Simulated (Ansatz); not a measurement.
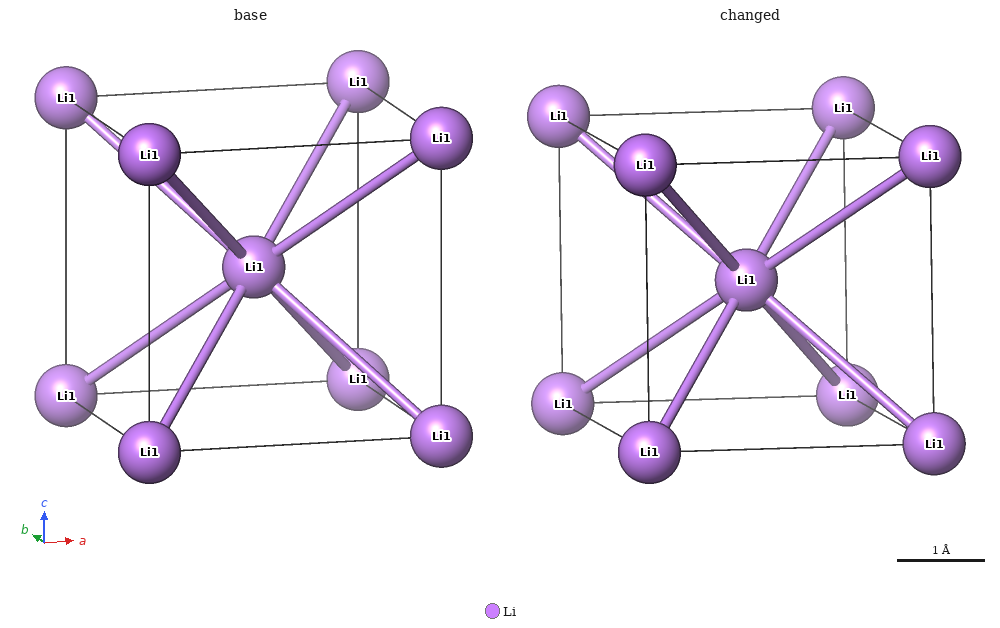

Left: a symmetric starting cell of Li. Right: the same structure after one change, at the same scale. The picture is a ball-and-stick view of the conventional cell (2 times the calculation's cell), seen slightly off an axis. Lengths and directions refer to the drawn axes.

Computed with DFT PBE, scalar-relativistic, plane waves, PAW in Ansatz. Settings: plane-wave cutoff 420 eV; k-point mesh 15 × 15 × 15; occupations gaussian; smearing width 0.1 eV; no spin polarisation.

Q: What distinguishes the right structure from the left one?

A: The cell is strained by −7.1 % along [1 1 1] and −1.1 % across it (volume −9.0 %), the atoms keeping their fractional coordinates. No relaxation follows. The starting cell wasn't computed here and needn't be at equilibrium, so pressure and forces aren't due to the change alone.

Q: What does the change do?

A: The pressure is 0.6 GPa (not all of it need come from the change, since the unchanged cell can be under pressure at this level too). The principal stresses (compression positive) are 1.7 GPa along [1 1 1] and none across it. All forces vanish by symmetry. Near-neighbour distances before and after: Li–Li 3.031 → 2.817 to 2.979 Å. The space group (tolerance 0.01 Å) goes from Im-3m (No. 229) to R-3m (No. 166).
